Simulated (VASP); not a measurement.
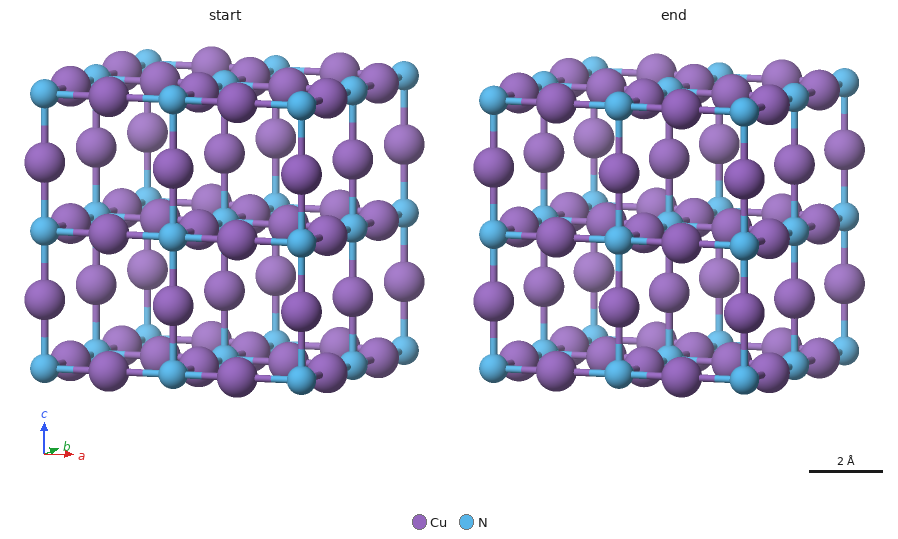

The structure of a crystal of Cu₃N (a generated structure, set up in Pm-3m) before (left) and after (right) a relaxation, at one scale.

The picture is a ball-and-stick view of the cell of the calculation, repeated 2 × 2 × 2 with one cell outlined, seen slightly off an axis.

The run lets cell and atoms move.

The calculation used Kohn-Sham DFT of a periodic cell, LDA, VASP PAW LDA potentials, recommended in VASP.

Input file:
```
SYSTEM = Cu3N
PREC = Accurate
ENCUT = 600
EDIFF = 1E-6
ISMEAR = 0
SIGMA = 0.02
LREAL = .False.
LASPH = .True.
NELM = 60
ALGO = Normal
ISIF = 3
LWAVE = .False.
LCHARG = .False.
IBRION = 2
NSW = 60
EDIFFG = -0.01
```

Run as
```bash
cat potpaw_LDA.64/Cu/POTCAR potpaw_LDA.64/N/POTCAR > POTCAR
mpirun -np 1 vasp_std > vasp.out
```

Describe what moved and what it gained.

Answer. No atom moves by more than 0.005 Å relative to the cell. Cell: a = b = c 3.820 → 3.729 Å (−2.4 %). Volume −7.0 %. Near-neighbour distances that change, for instance: Cu–Cu 2.701 → 2.636 Å, Cu–N 1.910 → 1.864 Å. The space group stays Pm-3m (No. 221). After 2 geometry steps the energy has fallen by 0.118 eV per cell of the calculation. All forces vanish by symmetry, so only the cell relaxes. The pressure goes from −8.96 to 0.00 GPa.
